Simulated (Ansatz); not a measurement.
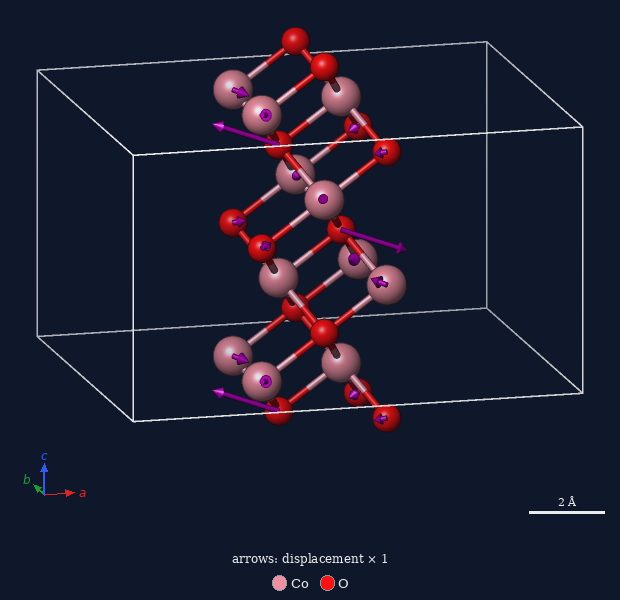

A relaxation of a wire of composition CoO. The starting structure is drawn; purple arrows show the displacements (the part carried along by the change of the cell is left out), at their true length.

Style: ball-and-stick. Shown: the cell of the calculation, with the vacuum cut short (origin shifted), slightly off an axis.

Case: wire along [1 1 1], 16 atoms a period.

Method: DFT PBE, scalar-relativistic, plane waves, PAW (Ansatz).

The input:
```yaml
crystal:
  lattice:
    - [12.5, 0.0, 0.0]
    - [0.0, 12.3, 0.0]
    - [0.0, 0.0, 7.3582941728]
  atoms:
    - { symbol: Co, position: [0.5693746628, 0.5, 0.0], spin: 2.74 }
    - { symbol: O, position: [0.4306253372, 0.5, 0.8333333333], spin: 0.35 }
    - { symbol: Co, position: [0.4306253372, 0.5, 0.3333333333], spin: 2.74 }
    - { symbol: O, position: [0.5693746628, 0.5, 0.5], spin: 0.35 }
    - { symbol: Co, position: [0.3612506745, 0.377885731, 0.0], spin: 2.74 }
    - { symbol: Co, position: [0.6387493255, 0.377885731, 0.3333333333], spin: 2.74 }
    - { symbol: Co, position: [0.5, 0.622114269, 0.6666666667], spin: 2.74 }
    - { symbol: O, position: [0.5, 0.377885731, 0.1666666667], spin: 0.35 }
    - { symbol: O, position: [0.3612506745, 0.622114269, 0.5], spin: 0.35 }
    - { symbol: O, position: [0.6387493255, 0.622114269, 0.8333333333], spin: 0.35 }
    - { symbol: Co, position: [0.3612506745, 0.622114269, 0.0], spin: 2.74 }
    - { symbol: Co, position: [0.6387493255, 0.622114269, 0.3333333333], spin: 2.74 }
    - { symbol: Co, position: [0.5, 0.377885731, 0.6666666667], spin: 2.74 }
    - { symbol: O, position: [0.5, 0.622114269, 0.1666666667], spin: 0.35 }
    - { symbol: O, position: [0.3612506745, 0.377885731, 0.5], spin: 0.35 }
    - { symbol: O, position: [0.6387493255, 0.377885731, 0.8333333333], spin: 0.35 }
basis:
  ecutwfc: 420
kpoints:
  mp_grid: { grid: [1, 1, 8] }
hamiltonian:
  xc: pbe
scf:
  occupations: { method: gaussian, width: 0.05 }
  lower_state_search: "off"
output:
  forces: true
  stress: true
  eigenvalues: true
  populations: true
  write_density: true
  write_potential: true
  elf: true
  volumetric_format: npy
magnetization:
  spin_polarized: true
relax:
  adjacent_minimum: "off"
  f_tol: 0.02
  max_steps: 45
  cell: { fix: [a, b, alpha, beta, gamma], stress_tol: 0.03 }
```

Launched with:
```bash
ansatz run input.yaml --threads 4 --pin off --max-ram 11264MiB --backend cpu --events-out ev --progress --plain --runs-dir out
```

Atoms of which element are displaced furthest, and by how much?

Answer. Oxygen: up to 2.00 Å, against 0.53 Å for cobalt.

What happened in the run?

Answer. After 19 accepted moves (22 points after the start) the energy has fallen by 12.789 eV per cell of the calculation. The largest force component goes from 3 to 0.014 eV/Å. The line search rejected the trial step at point 14 of the run. At 2 points the geometry stayed and the basis and grid were re-selected for the new cell (energy shift of 38.9 meV per cell of the calculation at most each time). The largest moves relative to the centre of the atoms, 2.00 Å, are those of O2 and O4. Largest moves by element: O 2.00 Å, Co 0.53 Å. Along the periodic axis the drawn cell goes c 7.358 → 6.557 Å (−10.9 %). Some distances before and after: Co1–O2 2.124 → 3.620 Å, O2–Co13 2.124 → 3.487 Å, Co5–Co11 3.004 → 2.240 Å, Co7–Co13 3.004 → 2.373 Å. Bonds break, among them: Co1–O2 (2.12 → 3.62 Å), Co3–O4 (2.12 → 3.62 Å), O2–Co13 (2.12 → 3.49 Å), O2–Co7 (2.12 → 3.49 Å). Bond angles that change, for instance: O2–Co5–O8 90.0° → 141.0°, Co5–O8–Co6 180.0° → 159.7°, Co5–O2–Co11 90.0° → 77.7°.

Limits of the set-up: the k-point mesh is coarse for a cell with partly filled bands.
